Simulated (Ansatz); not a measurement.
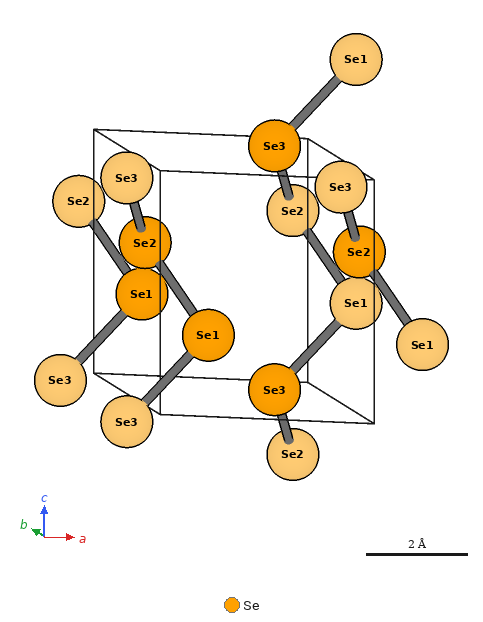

Fig. 1: The input geometry (ball-and-stick view of the cell of the calculation, seen slightly off an axis; neighbours outside the cell are drawn fainter; atoms are numbered from 1 in the order of the input). Near neighbours in the crystal (not all of them lie inside the picture): Se has 2 Se at 2.38 Å.

## Field-gradient calculation, with input and output: Se

The run: field-gradient calculation of Se (P3₁21, 3 atoms in the cell). Method and program: DFT, PBEsol, PAW with Ansatz's default frozen-core files, scalar-relativistic, no spin polarisation (Ansatz 0.2.0).

The structure derives from an entry of the Crystallography Open Database. It belongs to a series of runs on one base structure; here: volume scaled by 1.01, PAW files. Figures and captions count atoms from 1; the log counts them from 0 in places.

## Log
```
Engine: ansatz 0.2.0, aarch64-unknown-linux-gnu
Pseudopotentials: kind: paw
Pseudopotential: Se, paw, valence charge 16, recommended cutoff 420 eV (normal), Se.paw.azcp
Functional definition: PBEsol
  exchange = pbesol_x
  correlation = pbesol_c
Crystal: 3 atoms, lattice volume = 82.600 Å³
Basis set: ecut = 420 eV, 1607 PW (Γ), exchange–correlation on 60×60×72 points (8 copies of the dense FFT grid, shifted against one another)
Bands: 29, of which v1, the nominal top of the filled ones, is band 24 counted from 1 (23 counted from 0)
Symmetry: 6 space group operations
Space group: P3121 (ITA 152), of the structure as read, at distance tolerance 4.4e-5 Å
k-points: 27 of 180 (time reversal used)
Non-local potential: Se, projectors of the file, l = 0: 2, l = 1: 2, l = 2: 3, l = 3: 1
PAW form: soft (Blöchl's): semilocal exchange-correlation on the pseudo side does not see the compensation charge
PAW frozen core: Se, regenerated for the run's functional, and the local potential with it (the file was generated under x = pbe(κ = 0.804, μ = 0.2195149727645171), c = pbe(β = 0.06672455060314922))
PAW one-centre angular grid: Se, 590 points (default); XC on 64 Gauss nodes
Initial density: superposition of atomic densities (neutral atoms: chi_scale 0, normalization atom), corrected by the library's trained network
Initial wavefunctions: pseudopotential atomic-orbital guess
Functional: x = pbesol(κ = 0.804, μ = 0.12345679012345678), c = pbesol(β = 0.046)
SCF iter   1: F=—  HF=-16272.549136 eV  |F-HF|=—  |Δ(HF+E_count)|=         —  Δρ=2.18e-3  dr2=2.93e-3  ethr=1.77e-3  ⟨swp⟩=6.2  Hψ=3373  notcnv=0
preconditioner: auto → Resta (q_TF=auto, 2.492 Å⁻¹)  ε∞=3.8  [insulator: Δε(μ)=1.233 eV  Ē_g=10.339 eV  σ=0.030 eV  W_gap=1.00  n_scr=20 (ndim 8)  ℏωp=17.3 eV  f_vac=0.099  D(μ)=0.00/eV (n_scr^D=0)  ε∞_Penn≈3.8]
SCF iter   2: F=—  HF=-16272.548882 eV  |F-HF|=—  |Δ(HF+E_count)|=   2.54e-4  Δρ=1.29e-3  dr2=1.06e-3  ethr=6.10e-6  ⟨swp⟩=3.0  Hψ=1729  notcnv=0  defer=23
SCF iter   3: F=—  HF=-16272.549349 eV  |F-HF|=—  |Δ(HF+E_count)|=   4.67e-4  Δρ=2.39e-4  dr2=6.67e-5  ethr=2.21e-6  ⟨swp⟩=2.0  Hψ=1115  notcnv=0  defer=23
SCF iter   4: F=—  HF=-16272.549414 eV  |F-HF|=—  |Δ(HF+E_count)|=   6.56e-5  Δρ=7.97e-5  dr2=7.98e-6  ethr=1.39e-7  ⟨swp⟩=2.0  Hψ=962  notcnv=0  defer=23
SCF iter   5: F=—  HF=-16272.549426 eV  |F-HF|=—  |Δ(HF+E_count)|=   1.15e-5  Δρ=1.90e-5  dr2=3.05e-7  ethr=1.66e-8  ⟨swp⟩=2.0  Hψ=1003  notcnv=0  defer=23
SCF iter   6: F=-16272.549426 eV  HF=-16272.549426 eV  |F-HF|=2.97e-8  |Δ(HF+E_count)|=   5.90e-7  Δρ=5.42e-6  dr2=1.89e-8  ethr=2.08e-10  ⟨swp⟩=11.1  Hψ=6722  notcnv=0
SCF 1 converged in 6 iterations: F = -16272.549426 eV  dr2 = 1.89e-8
  Residual-converged pass: ⟨swp⟩=1.1  Hψ=893  notcnv=0  max |occ|·‖R‖ = 7.0e-9 eV (tolerance 1.0e-8 eV)  dr2=1.89e-8  dr2_onsite=3.81e-8  max |Δocc| = 4.9e-22
  greatest PAW one-centre occupation: 1.000 electrons in one spin orbital (limit 2), on the Se atom at site 2 (counted from 0), in its partial waves of l = 2
```

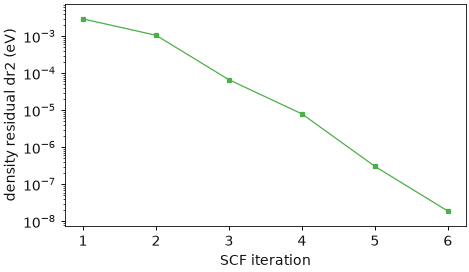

Fig. 2: Convergence of the self-consistent field: density residual dr2 against the SCF iteration. The residual falls at every step.

```
SCF converged after 6 iterations
Free energy (F): -16272.549426 eV
Harris-Foulkes:  -16272.549426 eV  (|F-HF|=2.97e-8)
Internal energy: -16272.549426 eV  (E = F + TS)
E sigma→0 (E₀):  -16272.549426 eV
Fermi energy:    7.174273 eV
--- Per-component energies (eV) ---
  E_band       = -1238.784098
  E_kinetic    = 351.178541
  E_local      = -7774.692152  (includes V_loc(G=0)·N_el)
  E_nonlocal   = -1774.045916
  E_hartree    = 3800.398292
  E_xc         = -307.774665
  E_vxc        = -291.240481  (∫ρ·V_xc dr)
  E_paw        = -5605.557766  (= ΣΔE_a)
  E_vpaw       = 649.214956  (= ΣTr[D̂ρ^β])
  E_aug_tail   = -0.001813  (compensation charges beyond the density's cutoff)
  E_ewald      = -4965.079297
  E_core_change = 3.025351  (= ΣΔE_core)
  E_smearing   = -0.000000  (= −TS)
  E_closure    = 0.000000  (closes the sum)
  Σ components = -16272.549426   (vs F -16272.549426, Δ=0.00e0)
--- Forces (eV/Å), atoms counted from 1 ---
  atom   1  Se     0.18342561     0.00000000     0.00000000
  atom   2  Se    -0.09171280     0.15885124    -0.00000000
  atom   3  Se    -0.09171280    -0.15885124     0.00000000
  max |Σ_I F_I| component: 2.78e-17 eV/Å
--- Stress (GPa, compression-positive) ---
       -0.747870       0.000000      -0.000000
       -0.000000      -0.747870       0.000000
       -0.000000       0.000000       0.346564
  P = ⅓ Tr σ = -0.3831 GPa (-3.831 kbar)
--- PAW observables at the nuclei: V_zz in 10²¹ V/m², potentials from the cell's mean, atoms counted from 1 ---
  atom   1  Se V_zz =   -51.017170   η = 0.3322   by run symmetry: allowed
            electrostatic potential = -4707.317306 V   contact ρ = 262420.744393 e/Å³
  atom   2  Se V_zz =   -51.017170   η = 0.3322   by run symmetry: allowed
            electrostatic potential = -4707.317306 V   contact ρ = 262420.744392 e/Å³
  atom   3  Se V_zz =   -51.017170   η = 0.3322   by run symmetry: allowed
            electrostatic potential = -4707.317306 V   contact ρ = 262420.744392 e/Å³
--- Band table (eV; the first three rows and the last of 27) ---
  k-point 0: bands = ["-41.6510", "-41.6510", "-41.6146", "-41.6087", "-41.6087", "-41.5623", "-41.4369", "-41.4320", "-41.4320", "-41.3879", "-41.3879", "-41.3847", "-41.3588", "-41.3332", "-41.3332", "-9.1550", "-5.0858", "-5.0858", "2.8060", "2.8060", "2.8922", "4.6121", "4.6121", "6.2393", "8.4608", "8.4608", "8.7482", "12.5736", "13.0150"]
  k-point 1: bands = ["-41.6625", "-41.6373", "-41.6155", "-41.6126", "-41.6021", "-41.5667", "-41.4367", "-41.4339", "-41.4303", "-41.3891", "-41.3868", "-41.3848", "-41.3567", "-41.3382", "-41.3299", "-8.9673", "-6.3803", "-3.8481", "2.3398", "2.9938", "3.0929", "4.6549", "4.9552", "5.9498", "8.1430", "8.2039", "8.4011", "13.4050", "13.4691"]
  k-point 2: bands = ["-41.6688", "-41.6256", "-41.6187", "-41.6145", "-41.5916", "-41.5782", "-41.4362", "-41.4353", "-41.4292", "-41.3898", "-41.3858", "-41.3852", "-41.3512", "-41.3445", "-41.3283", "-8.4143", "-7.5295", "-3.0083", "1.8820", "3.2031", "3.2610", "4.9041", "5.3527", "5.4421", "7.7655", "7.9101", "7.9170", "12.9051", "13.6056"]
  k-point 26: bands = ["-41.6688", "-41.6253", "-41.6185", "-41.6145", "-41.5917", "-41.5782", "-41.4364", "-41.4353", "-41.4290", "-41.3902", "-41.3857", "-41.3849", "-41.3524", "-41.3452", "-41.3268", "-7.9495", "-7.1943", "-4.0793", "1.0173", "1.4425", "2.0748", "5.2764", "6.0567", "6.4917", "7.9420", "9.3141", "9.4587", "13.1152", "14.4321"]
```

## File rho_z.tsv
```
# z_ang	rho[e/angstrom^3]
# format = ansatz-planar-average/11
# lattice	4.380705703	0.000000000	0.000000000
# lattice	-2.190352852	3.793802425	0.000000000
# lattice	0.000000000	0.000000000	4.970057264
# sites	3
# site	34	0.987411065	0.000000000	1.656685755
# site	34	-0.493705533	0.855123067	3.313371509
# site	34	1.696647319	2.938679359	0.000000000
0.000000	1.191757e0
0.138057	1.043932e0
0.276114	7.297116e-1
0.414171	4.584147e-1
0.552229	3.053601e-1
0.690286	2.409945e-1
0.828343	2.247811e-1
0.966400	2.409945e-1
1.104457	3.053601e-1
1.242514	4.584147e-1
1.380571	7.297116e-1
1.518629	1.043932e0
1.656686	1.191757e0
1.794743	1.043932e0
1.932800	7.297116e-1
2.070857	4.584147e-1
2.208914	3.053601e-1
2.346971	2.409945e-1
2.485029	2.247811e-1
2.623086	2.409945e-1
2.761143	3.053601e-1
2.899200	4.584147e-1
3.037257	7.297116e-1
3.175314	1.043932e0
3.313372	1.191757e0
3.451429	1.043932e0
3.589486	7.297116e-1
3.727543	4.584147e-1
3.865600	3.053601e-1
4.003657	2.409945e-1
4.141714	2.247811e-1
4.279772	2.409945e-1
4.417829	3.053601e-1
4.555886	4.584147e-1
4.693943	7.297116e-1
4.832000	1.043932e0
```

## File v_z.tsv
```
# z_ang	v_es[eV]	v_tot[eV]
# format = ansatz-planar-average/11
# xc	pbesol
# density_cutoff_ev	1680
# datasets	Se=:simpson_from_first_knot:soft:shift=-935943
# lattice	4.380705703	0.000000000	0.000000000
# lattice	-2.190352852	3.793802425	0.000000000
# lattice	0.000000000	0.000000000	4.970057264
# sites	3
# site	34	0.987411065	0.000000000	1.656685755
# site	34	-0.493705533	0.855123067	3.313371509
# site	34	1.696647319	2.938679359	0.000000000
0.000000	5.867421e0	-3.523153e0
0.138057	5.864886e0	-3.484215e0
0.276114	5.865764e0	-3.372926e0
0.414171	5.883218e0	-3.213538e0
0.552229	5.965100e0	-3.009902e0
0.690286	6.100799e0	-2.808828e0
0.828343	6.163308e0	-2.729701e0
0.966400	6.100799e0	-2.808828e0
1.104457	5.965100e0	-3.009902e0
1.242514	5.883218e0	-3.213538e0
1.380571	5.865764e0	-3.372926e0
1.518629	5.864886e0	-3.484215e0
1.656686	5.867421e0	-3.523153e0
1.794743	5.864886e0	-3.484215e0
1.932800	5.865764e0	-3.372926e0
2.070857	5.883218e0	-3.213538e0
2.208914	5.965100e0	-3.009902e0
2.346971	6.100799e0	-2.808828e0
2.485029	6.163308e0	-2.729701e0
2.623086	6.100799e0	-2.808828e0
2.761143	5.965100e0	-3.009902e0
2.899200	5.883218e0	-3.213538e0
3.037257	5.865764e0	-3.372926e0
3.175314	5.864886e0	-3.484215e0
3.313372	5.867421e0	-3.523153e0
3.451429	5.864886e0	-3.484215e0
3.589486	5.865764e0	-3.372926e0
3.727543	5.883218e0	-3.213538e0
3.865600	5.965100e0	-3.009902e0
4.003657	6.100799e0	-2.808828e0
4.141714	6.163308e0	-2.729701e0
4.279772	6.100799e0	-2.808828e0
4.417829	5.965100e0	-3.009902e0
4.555886	5.883218e0	-3.213538e0
4.693943	5.865764e0	-3.372926e0
4.832000	5.864886e0	-3.484215e0
```

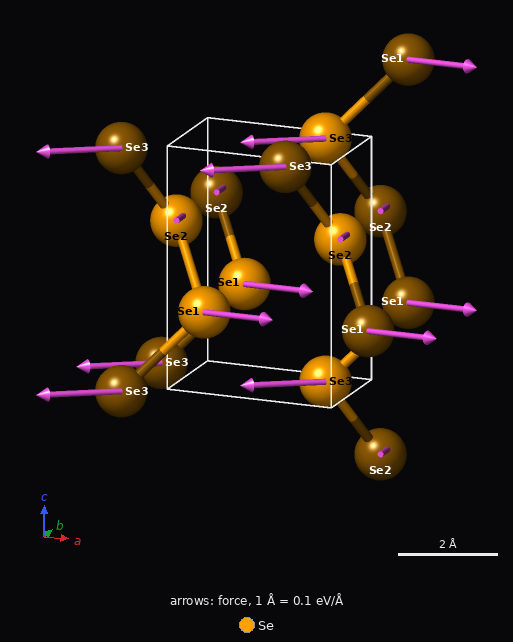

Fig. 3: Forces on the atoms as pink arrows (ball-and-stick view of the cell of the calculation, seen slightly off an axis; neighbours outside the cell are drawn fainter; atoms are numbered from 1 in the order of the input). The largest act on all 3 Se atoms (0.18 eV/Å). The geometry is not a stationary point of this energy.

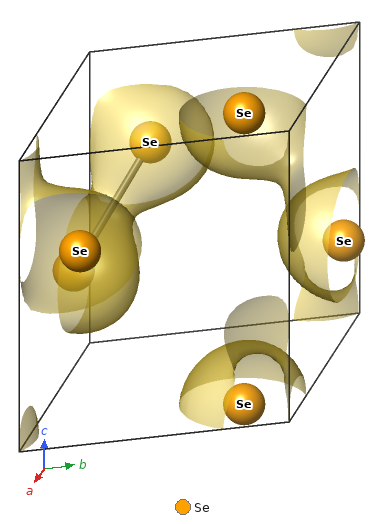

Fig. 4: Isosurface of the valence pseudo-density at 0.5 e/Å³ (yellow), seen at an oblique angle. Sticks mark near contacts. The outline is the cell set on symmetry axes. At this value the density is joined into chains; it holds about 80 % of the electrons treated as valence. On the grid the lowest density along these lines, outside the cores, is 0.64 e/Å³ (Se–Se, 2.38 Å). The fields are those of the smooth PAW valence density.

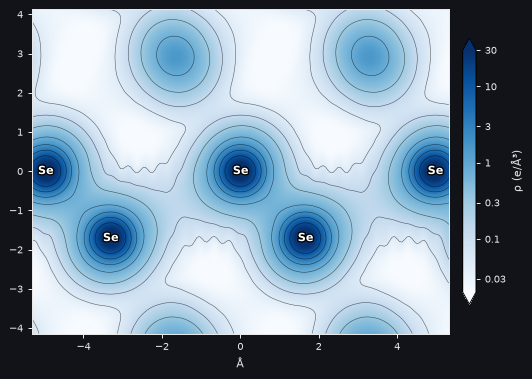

Fig. 5: Valence charge density (pseudo) on the (110) plane of the conventional cell. Atoms in the plane: Se. Se–Se (2.38 Å): ρ is about 0.65 e/Å³ halfway. Away from the nuclei the density in this plane falls to 0.02 e/Å³ at its lowest.

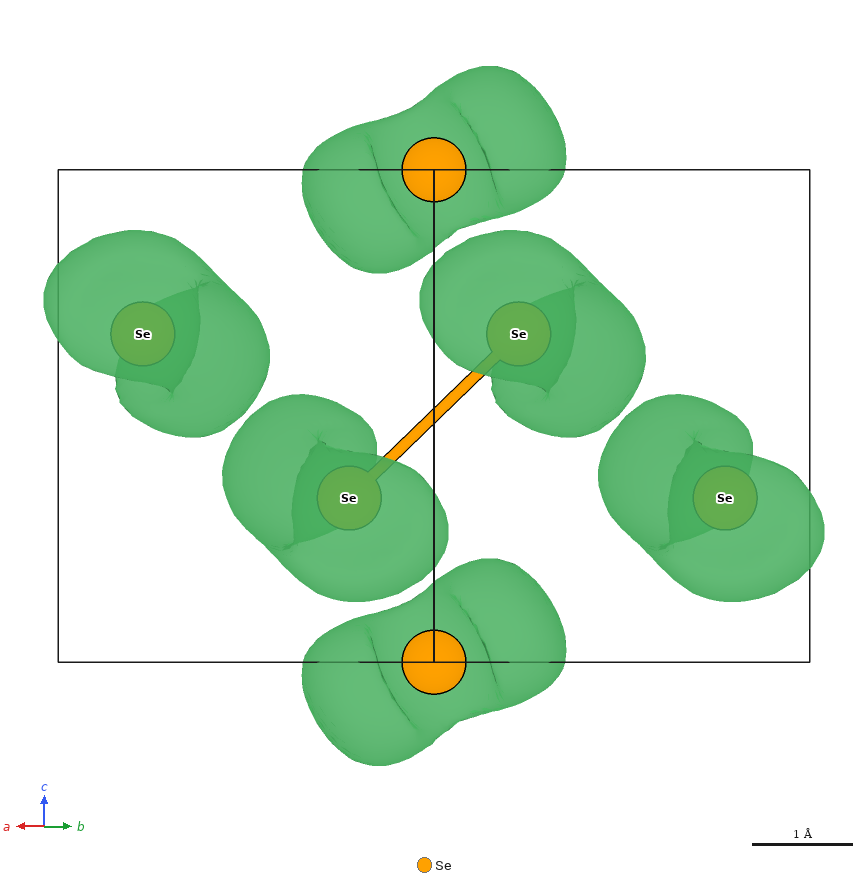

Fig. 6: Isosurface of the electron localisation function at 0.75 (green), seen along [110]. Only the valence region is drawn (cores and ρ < 0.01 e/Å³ removed). Sticks mark near contacts. The outline is the cell set on symmetry axes. Values along the shortest contacts: Se–Se (2.38 Å): the ELF peaks at about 0.70 between the atoms.

The run was set up as follows.

## Input
```yaml
crystal:
  lattice:
    - [4.3807057031, 0.0, 0.0]
    - [-2.1903528516, 3.7938024255, 0.0]
    - [0.0, 0.0, 4.9700572638]
  atoms:
    - { symbol: Se, position: [0.2254, 0.0, 0.3333333333] }
    - { symbol: Se, position: [0.0, 0.2254, 0.6666666667] }
    - { symbol: Se, position: [0.7746, 0.7746, 0.0] }
kpoints:
  mp_grid: { grid: [6, 6, 5] }
scf:
  occupations: { method: fermi_dirac, width: 0.03 }
hamiltonian:
  xc: pbesol
  pseudopotentials: { kind: paw }
output:
  forces: true
  stress: true
  eigenvalues: true
  efg: { contact_densities: true }
  write_density: true
  write_potential: true
  elf: true
  volumetric_format: npy
```

Launch command:
```bash
ansatz run input.yaml --threads 1 --pin off --max-ram 6144MiB --backend cpu --events-out ev --progress --plain --runs-dir out
```

## Key numbers

- outcome: converged
- space group (tolerance 0.01 Å): P3₁21 (152)
- electrons treated: 48
- free energy: −16272.5494 eV
- Fermi energy: 7.174 eV
- gap on the k-point mesh: 1.24 eV
- pressure: −0.38 GPa
- field gradient V_zz (10²¹ V/m²): Se −51.02, Se −51.02, Se −51.02
- largest force (length of the vector): 0.183 eV/Å
- hardware: 1 thread of Arm Neoverse V2, 24 GiB of memory available, shared host
- wall time: 7.7 s
- peak memory: 0.34 GiB
